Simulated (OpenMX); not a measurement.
# Energy of V along an even scaling of the cell

System: V (Im-3m, 1 atom in the cell).
Method: Kohn-Sham DFT of a periodic cell, PBE, OpenMX 2013 PBE set, spin-polarised (OpenMX 3.8.5).

The 7 runs differ only in the geometry, by an even scaling of the cell at fixed fractional positions. The structure derives from an entry of the Crystallography Open Database.

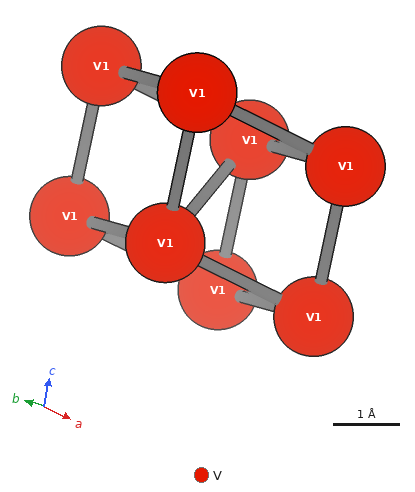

Figure 1. The structure of run 4 (ball-and-stick view of the cell of the calculation, seen at an oblique angle; atoms are numbered from 1 in the order of the input).

## Input of run 4
```
System.CurrrentDirectory             ./
System.Name                          V
DATA.PATH                            ./DFT_DATA13
level.of.stdout                      1
level.of.fileout                     0
Species.Number                       1
<Definition.of.Atomic.Species
  V   V6.0-s3p2d2            V_PBE13
Definition.of.Atomic.Species>

Atoms.Number                         1
Atoms.SpeciesAndCoordinates.Unit     FRAC
<Atoms.SpeciesAndCoordinates
    1  V     0.0000000000    0.0000000000    0.0000000000   7.500  5.500
Atoms.SpeciesAndCoordinates>

Atoms.UnitVectors.Unit               Ang
<Atoms.UnitVectors
    -1.5143500000    1.5143500000    1.5143500000
     1.5143500000   -1.5143500000    1.5143500000
     1.5143500000    1.5143500000   -1.5143500000
Atoms.UnitVectors>

scf.XcType                           GGA-PBE
scf.SpinPolarization                 on
scf.ElectronicTemperature            580.226
scf.energycutoff                     400.0
scf.maxIter                          160
scf.EigenvalueSolver                 band
scf.Kgrid                            13 13 13
scf.Mixing.Type                      rmm-diisk
scf.Init.Mixing.Weight               0.01
scf.Min.Mixing.Weight                0.001
scf.Max.Mixing.Weight                0.2
scf.Mixing.History                   40
scf.Mixing.StartPulay                15
scf.criterion                        1.0e-8
scf.stress.tensor                    on
MD.Type                              nomd
```

Command:
```bash
openmx V.dat -nt 1 > V.std
```

Run 2 has the same physical settings and fractional positions; its lattice vectors (Å) are:
```
  -1.493883    1.493883    1.493883
   1.493883   -1.493883    1.493883
   1.493883    1.493883   -1.493883
```

## Results, with one run withheld

```csv
run,volume per atom (Å³),"free energy per atom, from the lowest run given (meV)"
1,13.058,10.72
2,13.336,?
3,13.613,0.00
4,13.891,5.01
5,14.169,16.16
6,14.447,32.67
7,14.725,54.15
```

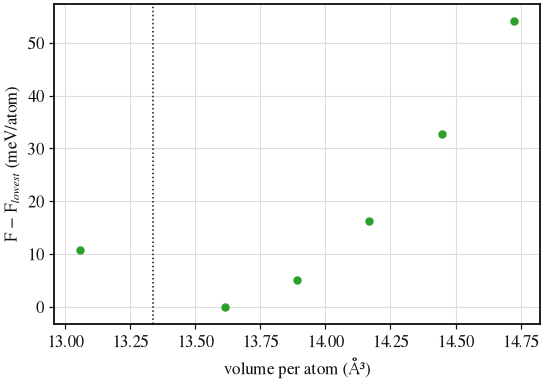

Figure 2. Free energy per atom of the runs given; the dotted line marks run 2.

What should run 2 give?

A cubic polynomial in V^(−2/3) (the Birch–Murnaghan form), fitted to the 6 runs given, misses them by at most 0.03 meV per atom. With x = V^(−2/3) − 0.17243 Å⁻², it reads F = 7.4705 − 4278.7 x + 5.9213e+05 x² + 1.3608e+05 x³ (meV per atom). At run 2 it gives 1.63 meV per atom, and the run itself gives 1.69. The fit has its minimum at 13.539 Å³ per atom, where V d²F/dV² gives 193 GPa: the bulk modulus at this level, since symmetry fixes the shape and the positions.

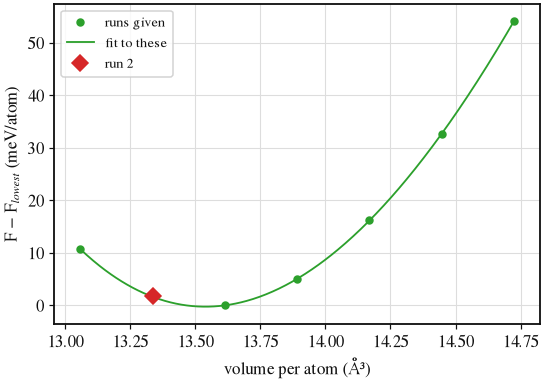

Figure 3. The fit and the withheld run.

## Some lines of the output (run 2)
```
[...]
  Cell_Volume =     89.992541572943 (Bohr^3)
        Total energy (Hartree) at MD = 1
   kloop=0
   kloop=1
   kloop=1098
```

Notes: With a small basis of atomic orbitals these values can differ much from converged plane-wave results.
